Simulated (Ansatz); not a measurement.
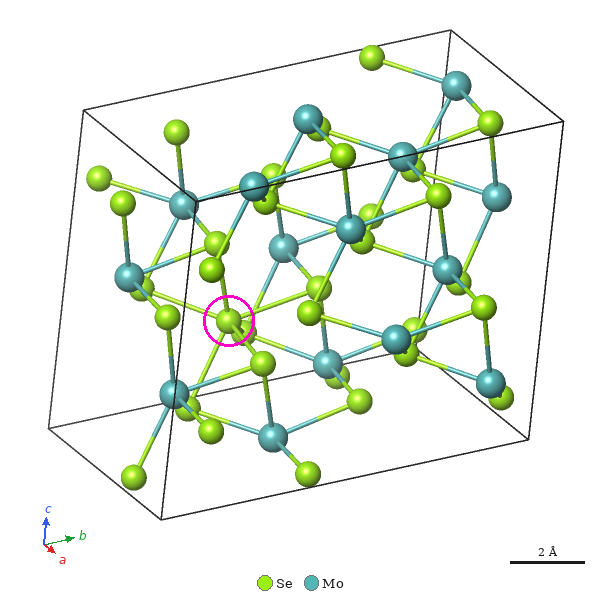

Ball-and-stick drawing of the structure, looking slightly off an axis. Atoms at the boundary of the supercell (the box) are drawn once for each face, edge or corner they touch. The host is MoSe$_{2}$, in a cell of 39 sites, and the cell is neutral. A ring marks the defect's site.

Q: Identify the point defect.

A: Selenium on a molybdenum site (an antisite). It is bonded to six Se in a trigonal prismatic arrangement at about 2.6 Å. Not all metal-metal contacts are counted.

The atoms were relaxed in the host's cell with DFT PBE, scalar-relativistic, plane waves, PAW (Ansatz 0.2.0).
